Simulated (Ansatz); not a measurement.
System: Co.

```xyz
3
Lattice="3.8028 0.0000 0.0000 -1.9014 3.2933 0.0000 0.0000 0.0000 2.3292" Properties=species:S:1:pos:R:3 pbc="T T T"
Co    0.0000    0.0000    0.0000
Co    0.0000    2.1956    1.1646
Co    1.9014    1.0978    1.1646
```

Space group P6/mmm; set up as Co, omega (AlB2-type); a generated structure, not necessarily the stable one; changed on purpose from its base cell (volume × 0.96); computed pressure about 12 GPa in this cell; computed without spin polarisation.

Computed with Ansatz, DFT, PBEsol, plane waves (420 eV) with PAW, scalar-relativistic.

What will maps of the valence pseudo-density and electron localisation function show?

Answer. Co–Co (2.33 Å): ρ at the midpoint is about 0.42 e/Å³; the ELF is about 0.25 at the midpoint: no localised pair shows between them.

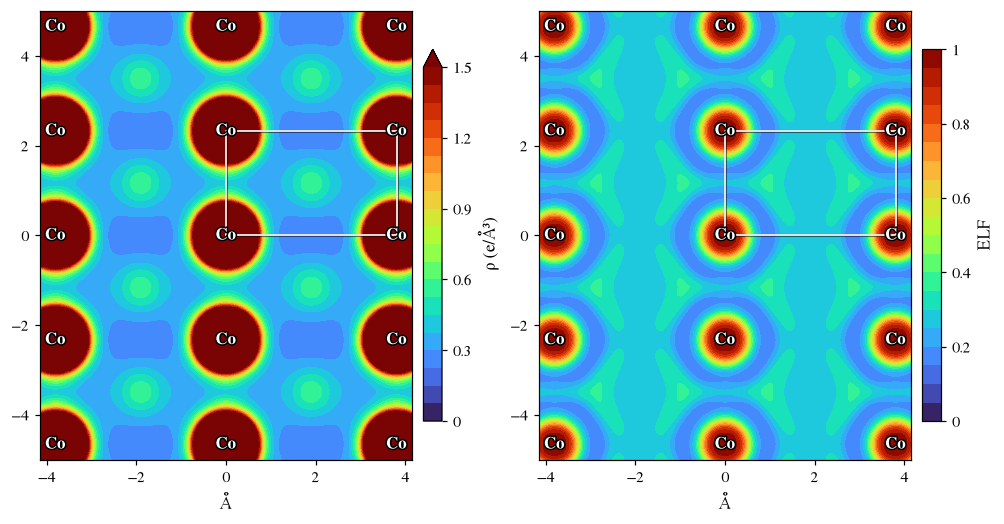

Computed valence pseudo-density and electron localisation function on the (100) plane of the conventional cell, in this order. 
